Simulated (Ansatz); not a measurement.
The structure in question:

```
Rh
1.0
     2.68874    0.00000    0.00000
    -1.34437    2.32851    0.00000
     0.00000    0.00000    4.32902
Rh
2
Cartesian
  1.3312 0.7557 3.2484
  0.0112 1.5307 1.0806
```

Characterise the structure given above.

Answer. The element is rhodium. Strictly the space group is P2_1/m (No. 11, within 0.01 Å). It is a distorted form of a primitive hexagonal structure, space group P6_3/mmc (No. 194) within 0.25 Å: hexagonal close-packed (Mg type). The cell holds two atoms. Rh is surrounded by twelve Rh in an anticuboctahedral arrangement at 2.65 to 2.69 Å. The bonds build a three-dimensional framework.

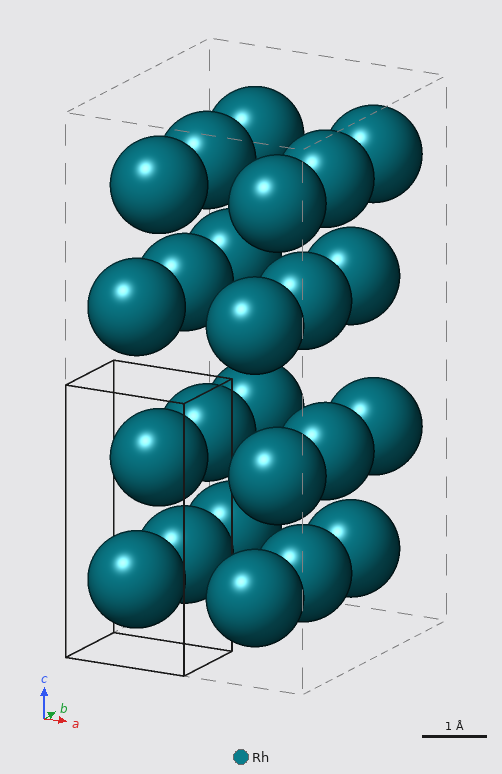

Shown here is a spheres-only view of the crystal, taken slightly off an axis. The solid box is one unit cell, and 2×3×2 cells are shown. Colours: rhodium blue.

It derives from a structure listed in the Materials Project. The cell was then strained or its atoms displaced on purpose. It went into a calculation with Ansatz.
